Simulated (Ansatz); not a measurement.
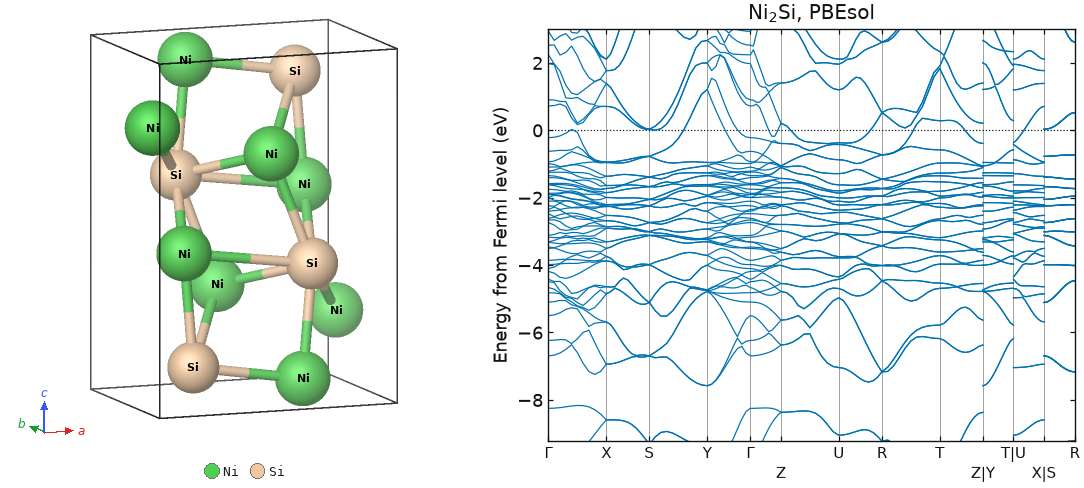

Band structure, beside the structure. Energies are counted from the Fermi level.

Structure: Ni₂Si, space group Pnma (No. 62), 12 atoms in the cell; a = 4.99 Å, b = 3.72 Å, c = 7.03 Å, α = 90.00°, β = 90.00°, γ = 90.00°.

Level of theory: PBEsol, Ansatz PAW, collinear spin, ferromagnetic start that ends with little or no moment, no spin-orbit coupling, 6×7×4 k mesh, 420 eV cutoff, Fermi-Dirac smearing of 0.05 eV; code Ansatz.

Does this material conduct, going by its bands?

Answer. A metal: bands cross the Fermi level along this path.

Which levels at T lie nearest to the Fermi level?

Answer. At T the nearest levels lie 0.58 eV below and 0.28 eV above the Fermi level.

The PAW data sets were made with another functional. The k mesh is thin for a metal, so its Fermi level is uncertain. The cell is at −4 GPa in this functional. Bands are joined in order of energy, so crossings between the computed points show as kinks or gaps. In reduced coordinates of the cell that was run, X is (0, −0.5, 0), S is (−0.5, −0.5, 0), Y is (−0.5, 0, 0), Z is (0, 0, −0.5), U is (0, −0.5, −0.5), R is (−0.5, −0.5, −0.5) and T is (−0.5, 0, −0.5).
